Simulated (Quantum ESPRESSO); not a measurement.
# BP (F-43m): from the cell to the phonon bands

How does BP (F-43m) vibrate, and is this structure a minimum?

Program: Quantum ESPRESSO 7.5. Level of theory: DFT PBE, scalar-relativistic, plane waves, PseudoDojo norm-conserving pseudopotentials. Results are calculated unless marked as measured.

Experimental background.

For BP, zinc blende (metal-flux-grown single crystal, 100 K), “Thermal expansion coefficients of high thermal conducting BAs and BP materials” (2019, arxiv:1906.04101) gives, by single-crystal XRD (Mo K-alpha): lattice constant a (cubic a at 100 K) 4.5383 ± 0.0008 Å.

“Boron phosphide under pressure: in situ study by Raman scattering and X-ray diffraction” (2015, arxiv:1505.05714) reports for BP, zinc blende, by Raman scattering, 514.5 nm, backscattering (synthetic BP; powder or crystal not specified, 300 K): Raman mode (TO at Gamma (T2), ambient spectrum) 794 cm⁻¹ [very weak band; the pressure fit in the same paper quotes about 797 cm-1].

**1. The structure**

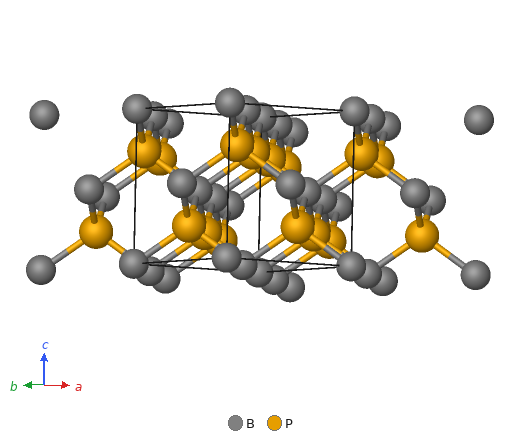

The starting structure, seen from a free direction (boron grey, phosphorus orange). 2×2×1 cells are drawn. This picture shows the conventional cell, with its axes. Bonds to atoms that aren't drawn are left out. Some periodic images of atoms are drawn too.

Coordinates:

```
CELL_PARAMETERS angstrom
-2.26900 0.00000 2.26900
0.00000 2.26900 2.26900
-2.26900 2.26900 0.00000
ATOMIC_POSITIONS crystal
B 0.00000 0.00000 0.00000
P 0.25000 0.25000 0.25000
```

**2. A first look**

Before anything dear is run, a loose run with smearing shows whether this is a metal and how far the cell is from rest.

probe.in reads:

```
&control
   calculation = 'scf'
   prefix = 'x'
   outdir = './tmp'
   pseudo_dir = './pseudo'
   tprnfor = .true.
   tstress = .true.
   verbosity = 'high'
/
&system
   ibrav = 2
   celldm(1) = 8.57557715
   nat = 2
   ntyp = 2
   ecutwfc = 84.0
   occupations = 'smearing'
   smearing = 'gaussian'
   degauss = 0.01
/
&electrons
   conv_thr = 1.0d-07
   mixing_beta = 0.7
   electron_maxstep = 100
/
ATOMIC_SPECIES
 B      10.8100  B.upf
 P      30.9738  P.upf
ATOMIC_POSITIONS crystal
 B      0.000000000   0.000000000   0.000000000
 P      0.250000000   0.250000000   0.250000000
K_POINTS automatic
 6 6 6 0 0 0
```

Command:

```console
$ OMP_NUM_THREADS=1 mpirun -n 4 pw.x -nk 4 -in probe.in > probe.out
```

The program printed:

```text
[banners, grids, parts of the stress and lines that vanish by symmetry left out]
Program PWSCF v.7.5
     bravais-lattice index     =            2
     lattice parameter (alat)  =       8.5756  a.u.
[...]
kinetic-energy cutoff     =      84.0000  Ry
     charge density cutoff     =     336.0000  Ry
     scf convergence threshold =      1.0E-07
[...]
Exchange-correlation= PBE
                           (   1   4   3   4   0   0   0)
[...]
24 Sym. Ops. (no inversion) found
[...]
(     0          1          0      )
                  (     0          0          1      )
[...]
(  0.0000000  1.0000000  0.0000000 )
                  (  0.0000000  0.0000000  1.0000000 )
[...]
(     1          0         -1      )
                  (     0          0         -1      )
[...]
(  0.0000000  1.0000000  0.0000000 )
[...]
(    -1          0          1      )
                  (    -1          0          0      )
[...]
(  0.0000000  0.0000000  1.0000000 )
                  (  0.0000000 -1.0000000  0.0000000 )
[...]
number of k points=    16  Gaussian smearing, width (Ry)=  0.0100
[...]
End of self-consistent calculation
[...]
the Fermi energy is     9.9114 ev
!    total energy              =     -19.79250678 Ry
[...]
convergence has been achieved in   6 iterations
[...]
atom    1 type  1   force =     0.00000000    0.00000000    0.00000000
     atom    2 type  2   force =     0.00000000   -0.00000000    0.00000000
[...]
Total force =     0.000000     Total SCF correction =     0.000000
[...]
total   stress  (Ry/bohr**3)                   (kbar)     P=       11.37
[...]
XML data file, charge density, pseudopotentials, collected wavefunctions

   JOB DONE.
```

It took 2 s on 4 MPI ranks of AMD EPYC 9R14 (Zen 4), shared host; 6.5 s of CPU time.

This step gave:

* volume per atom: 11.68 Å³
* pressure: 1.137 GPa
* gap on the k-mesh: 1.345 eV

A gap of 1.3 eV opens on this mesh, so the crystal is taken as an insulator; the start stands at 1.1 GPa.

**3. Relaxing the cell and atoms**

The relaxation runs at a cutoff a fifth above that of the response, since stress converges more slowly with the basis than frequencies do. Forces and stress are brought to rest with tight thresholds.

relax.in reads:

```
&control
   calculation = 'vc-relax'
   prefix = 'x'
   outdir = './tmp'
   pseudo_dir = './pseudo'
   tprnfor = .true.
   tstress = .true.
   forc_conv_thr = 2.0d-05
   etot_conv_thr = 1.0d-07
   nstep = 40
/
&system
   ibrav = 2
   celldm(1) = 8.57557715
   nat = 2
   ntyp = 2
   ecutwfc = 101
   occupations = 'fixed'
   nbnd = 6
/
&electrons
   conv_thr = 1.0d-11
   mixing_beta = 0.7
   electron_maxstep = 100
/
&ions
/
&cell
   press_conv_thr = 0.2
/
ATOMIC_SPECIES
 B      10.8100  B.upf
 P      30.9738  P.upf
ATOMIC_POSITIONS crystal
 B      0.000000000   0.000000000   0.000000000
 P      0.250000000   0.250000000   0.250000000
K_POINTS automatic
 10 10 10 0 0 0
```

Command:

```console
$ OMP_NUM_THREADS=1 mpirun -n 4 pw.x -nk 4 -in relax.in > relax.out
```

The program printed:

```text
[banners, grids, parts of the stress and lines that vanish by symmetry left out]
[banner, memory and clock lines left out]
Program PWSCF v.7.5

[...]
kinetic-energy cutoff     =     101.0000  Ry
     charge density cutoff     =     404.0000  Ry
     scf convergence threshold =      1.0E-11
[...]
energy convergence thresh.=      1.0E-07
     force convergence thresh. =      2.0E-05
     press convergence thresh. =      2.0E-01
     Exchange-correlation= PBE
                           (   1   4   3   4   0   0   0)
[...]
24 Sym. Ops. (no inversion) found
[...]
number of k points=    47
[...]
End of self-consistent calculation
[...]
highest occupied, lowest unoccupied level (ev):     9.2399   10.4916
!    total energy              =     -19.79377445 Ry
[...]
convergence has been achieved in  10 iterations
[...]
atom    1 type  1   force =    -0.00000000   -0.00000000    0.00000000
     atom    2 type  2   force =     0.00000000   -0.00000000   -0.00000000
     Total force =     0.000000     Total SCF correction =     0.000000
[...]
total   stress  (Ry/bohr**3)                   (kbar)     P=        9.99
[...]
number of bfgs steps    =   0
[...]
CELL_PARAMETERS (alat=  8.57557715)
[...]
ATOMIC_POSITIONS (crystal)
B                0.0000000000       -0.0000000000       -0.0000000000
P                0.2500000000        0.2500000000        0.2500000000
[...]
New effective cutoffs (rho, wfc):  400.18  100.64
[...]
End of self-consistent calculation
[...]
highest occupied, lowest unoccupied level (ev):     9.1709   10.4293
!    total energy              =     -19.79380626 Ry
[...]
convergence has been achieved in   7 iterations
[...]
atom    1 type  1   force =    -0.00000000   -0.00000000    0.00000000
     atom    2 type  2   force =     0.00000000   -0.00000000   -0.00000000
     Total force =     0.000000     Total SCF correction =     0.000000
[...]
total   stress  (Ry/bohr**3)                   (kbar)     P=        1.67
[...]
number of bfgs steps    =   1
[...]
CELL_PARAMETERS (alat=  8.57557715)
[...]
ATOMIC_POSITIONS (crystal)
B                0.0000000000        0.0000000000       -0.0000000000
P                0.2500000000        0.2500000000        0.2500000000
[...]
New effective cutoffs (rho, wfc):  399.91  100.57
[...]
End of self-consistent calculation
[...]
highest occupied, lowest unoccupied level (ev):     9.1570   10.4168
!    total energy              =     -19.79380719 Ry
[...]
convergence has been achieved in   7 iterations
[...]
atom    1 type  1   force =    -0.00000000   -0.00000000    0.00000000
     atom    2 type  2   force =    -0.00000000    0.00000000   -0.00000000
     Total force =     0.000000     Total SCF correction =     0.000000
[...]
total   stress  (Ry/bohr**3)                   (kbar)     P=        0.01
[...]
number of bfgs steps    =   2
[...]
small trust_radius: resetting bfgs history
[...]
CELL_PARAMETERS (alat=  8.57557715)
[...]
ATOMIC_POSITIONS (crystal)
B                0.0000000000        0.0000000000       -0.0000000000
P                0.2500000000        0.2500000000        0.2500000000
[...]
New effective cutoffs (rho, wfc):  399.91  100.57
[...]
End of self-consistent calculation
[...]
highest occupied, lowest unoccupied level (ev):     9.1569   10.4167
!    total energy              =     -19.79380719 Ry
[...]
convergence has been achieved in   3 iterations
[...]
atom    1 type  1   force =     0.00000000    0.00000000    0.00000000
     atom    2 type  2   force =     0.00000000    0.00000000    0.00000000
     Total force =     0.000000     Total SCF correction =     0.000000
[...]
total   stress  (Ry/bohr**3)                   (kbar)     P=        0.00
[...]
bfgs converged in   4 scf cycles and   3 bfgs steps
[...]
End of BFGS Geometry Optimization
     Final enthalpy           =     -19.7938071938 Ry
     File ./tmp/x.bfgs deleted, as requested
[...]
CELL_PARAMETERS (alat=  8.57557715)
[...]
ATOMIC_POSITIONS (crystal)
B                0.0000000000        0.0000000000       -0.0000000000
P                0.2500000000        0.2500000000        0.2500000000
[...]
Final scf calculation at the relaxed structure.
[...]
kinetic-energy cutoff     =     101.0000  Ry
     charge density cutoff     =     404.0000  Ry
     scf convergence threshold =      1.0E-13
[...]
press convergence thresh. =      2.0E-01
     Exchange-correlation= PBE
                           (   1   4   3   4   0   0   0)
[...]
24 Sym. Ops. (no inversion) found
[...]
number of k points=    47
[...]
c_bands:  1 eigenvalues not converged
     c_bands:  1 eigenvalues not converged
     c_bands:  1 eigenvalues not converged
     c_bands:  1 eigenvalues not converged
     c_bands:  1 eigenvalues not converged
     c_bands:  2 eigenvalues not converged
[...]
End of self-consistent calculation
[...]
highest occupied, lowest unoccupied level (ev):     9.1569   10.4167
!    total energy              =     -19.79380773 Ry
[...]
convergence has been achieved in  12 iterations
[...]
atom    1 type  1   force =     0.00000000    0.00000000   -0.00000000
     atom    2 type  2   force =    -0.00000000   -0.00000000    0.00000000
     Total force =     0.000000     Total SCF correction =     0.000000
[...]
total   stress  (Ry/bohr**3)                   (kbar)     P=        0.00
[...]
XML data file, charge density, pseudopotentials, collected wavefunctions
```

The job ended after 11 s (4 MPI ranks; 41 s of CPU time).

Step by step:

| step | energy less that of the first step (eV) | largest force (eV/Å) | pressure (GPa) | volume (Å³) |
| --- | --- | --- | --- | --- |
| 1 | 0.0000 | 0.0000 | 1.00 | 23.36 |
| 2 | -0.0004 | 0.0000 | 0.17 | 23.48 |
| 3 | -0.0004 | 0.0000 | 0.00 | 23.51 |
| 4 | -0.0004 | 0.0000 | 0.00 | 23.51 |
| 5 | -0.0005 | 0.0000 | 0.00 | 23.51 |

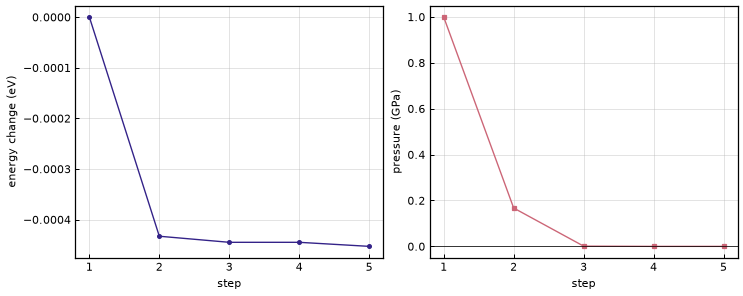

Energy and pressure along the relaxation.

| conventional cell, symmetrised | before | after | change |
| --- | --- | --- | --- |
| a (Å) | 4.538 | 4.547 | +0.2 % |
| b (Å) | 4.538 | 4.547 | +0.2 % |
| c (Å) | 4.538 | 4.547 | +0.2 % |
| volume (Å³/atom) | 11.68 | 11.75 | +0.6 % |

Final coordinates:

```cif
data_structure
_symmetry_space_group_name_H-M 'P 1'
_symmetry_Int_Tables_number 1
_cell_length_a 3.2154
_cell_length_b 3.2154
_cell_length_c 3.2154
_cell_angle_alpha 60.000
_cell_angle_beta 60.000
_cell_angle_gamma 60.000
_cell_volume 23.51
loop_
_atom_site_label
_atom_site_type_symbol
_atom_site_fract_x
_atom_site_fract_y
_atom_site_fract_z
_atom_site_occupancy
B1 B 0.00000 0.00000 0.00000 1
P2 P 0.25000 0.25000 0.25000 1
```

The last row of the table of steps is pw.x's closing run on a basis chosen anew for the final cell, so its energy can jump.

This step gave:

- volume per atom: 11.75 Å³
- pressure: 0 GPa
- gap on the k-mesh: 1.260 eV

The volume changes by +0.6 % from the cell with which this run began.

**4. Ground state**

Perturbation theory inherits every error of the wavefunctions, so the threshold is set near the limit of the arithmetic. With a gap, occupations are fixed, which also allows the response to an electric field.

scf.in reads:

```
&control
   calculation = 'scf'
   prefix = 'x'
   outdir = './tmp'
   pseudo_dir = './pseudo'
   tprnfor = .true.
   tstress = .true.
/
&system
   ibrav = 2
   celldm(1) = 8.59309855
   nat = 2
   ntyp = 2
   ecutwfc = 84.0
   occupations = 'fixed'
   nbnd = 6
/
&electrons
   conv_thr = 1.0d-12
   mixing_beta = 0.7
   electron_maxstep = 100
/
ATOMIC_SPECIES
 B      10.8100  B.upf
 P      30.9738  P.upf
ATOMIC_POSITIONS crystal
 B      0.000000000   0.000000000   0.000000000
 P      0.250000000   0.250000000   0.250000000
K_POINTS automatic
 12 12 12 0 0 0
```

Command:

```console
$ OMP_NUM_THREADS=1 mpirun -n 4 pw.x -nk 4 -in scf.in > scf.out
```

The program printed:

```text
[banners, grids, parts of the stress and lines that vanish by symmetry left out]
[banner, memory and clock lines left out]
Program PWSCF v.7.5

[...]
kinetic-energy cutoff     =      84.0000  Ry
     charge density cutoff     =     336.0000  Ry
     scf convergence threshold =      1.0E-12
[...]
Exchange-correlation= PBE
                           (   1   4   3   4   0   0   0)
[...]
24 Sym. Ops. (no inversion) found
[...]
number of k points=    72
[...]
c_bands:  1 eigenvalues not converged
[...]
End of self-consistent calculation
[...]
highest occupied, lowest unoccupied level (ev):     9.1568   10.4134
!    total energy              =     -19.79380742 Ry
[...]
convergence has been achieved in  12 iterations
[...]
atom    1 type  1   force =     0.00000000    0.00000000   -0.00000000
     atom    2 type  2   force =     0.00000000    0.00000000    0.00000000
     Total force =     0.000000     Total SCF correction =     0.000000
[...]
total   stress  (Ry/bohr**3)                   (kbar)     P=        0.02
[...]
XML data file, charge density, pseudopotentials, collected wavefunctions
```

The job ended after 4 s (4 MPI ranks).

Numbers from this step:

```
pressure          : 0.002 GPa
gap on the k-mesh : 1.257 eV
```

The cell stands at 0.002 GPa, close enough for phonons.

[end of part 1 of 5]

[Host names and launcher messages were left out of these logs when they were recorded.]

[Logs are printed without paths, hosts, clocks, repeated set-up lines and the standing remarks that a program may print on its own settings, such as how far it seeks lower states.]

[Hosts, paths, dates, database ids (printed as entryN), source tags and the programs' standing remarks are cut or masked in the printed files.]
